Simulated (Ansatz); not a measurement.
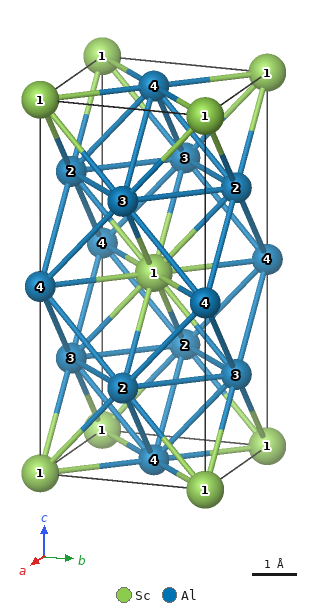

Reference structure: a symmetric starting cell of ScAl3. The picture is a ball-and-stick view of the conventional cell (2 times the calculation's cell), seen slightly off an axis. Lengths and directions refer to the drawn axes.

The calculation used DFT PBE, scalar-relativistic, plane waves, PAW (Ansatz 0.2.0). (plane-wave cutoff 420 eV; k-point mesh 14 × 14 × 14; occupations gaussian; smearing width 0.1 eV; no spin polarisation)

Now this is done to it. The cell is strained by +2.8 % along c and +4.3 % across it (volume +11.7 %), the atoms keeping their fractional coordinates. No relaxation follows. The starting cell wasn't computed here and needn't be at equilibrium, so pressure and forces aren't due to the change alone.

**What is the effect?**

Among the bonded contacts that change: Al–Al 2.847 → 2.968 Å, Al–Sc 2.847 → 2.968 Å, Al–Sc 2.990 → 3.094 Å, Al–Al 2.990 → 3.094 Å. The space group stays I4/mmm (No. 139). The pressure is −7.5 GPa (not all of it need come from the change, since the unchanged cell can be under pressure at this level too). The principal stresses (compression positive) are −6.4 GPa along c and −8.1 GPa across it. All forces vanish by symmetry.

Drawn alike, the variant:

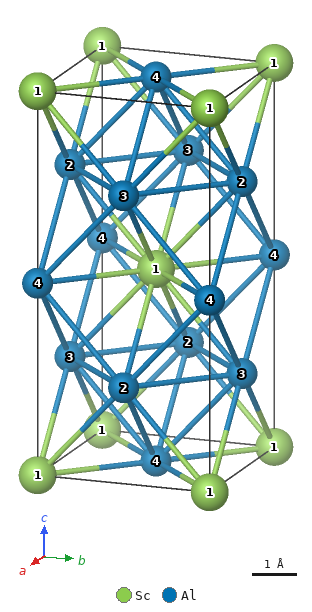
